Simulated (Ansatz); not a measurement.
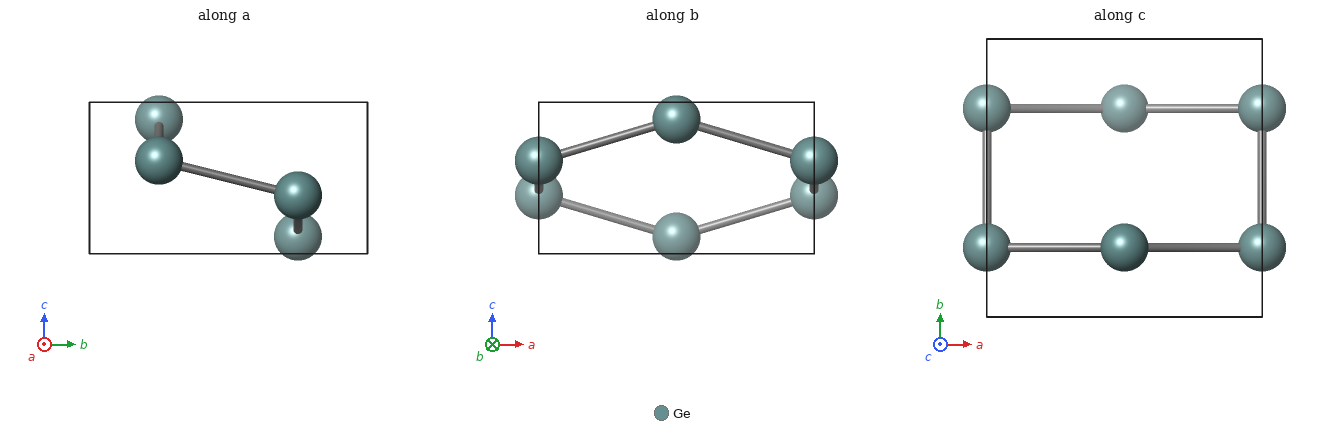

Ball-and-stick model, viewed along the a axis, along the b axis and along the c axis. The wireframe shows the conventional unit cell.

Lattice parameters: a = 5.1762 Å, b = 5.2283 Å, c = 2.8539 Å, α = 90.000°, β = 90.000°, γ = 90.000°.

### Put the structure into a CIF in P1 with every atom of the cell, with free fractional coordinates to two decimals.

```cif
data_structure
_symmetry_space_group_name_H-M 'P 1'
_symmetry_Int_Tables_number 1
_cell_length_a 5.1762
_cell_length_b 5.2283
_cell_length_c 2.8539
_cell_angle_alpha 90.000
_cell_angle_beta 90.000
_cell_angle_gamma 90.000
_cell_volume 77.23
loop_
_atom_site_label
_atom_site_type_symbol
_atom_site_fract_x
_atom_site_fract_y
_atom_site_fract_z
_atom_site_occupancy
Ge1 Ge 0.50 0.75 0.11 1
Ge2 Ge 0.50 0.25 0.89 1
Ge3 Ge 0.00 0.25 0.61 1
Ge4 Ge 0.00 0.75 0.39 1
```

The structure was taken from a structure type filled with this element by a generator (whether the element takes this form wasn't checked). What is shown is the relaxed result from DFT PBE, scalar-relativistic, plane waves, PAW (Ansatz).
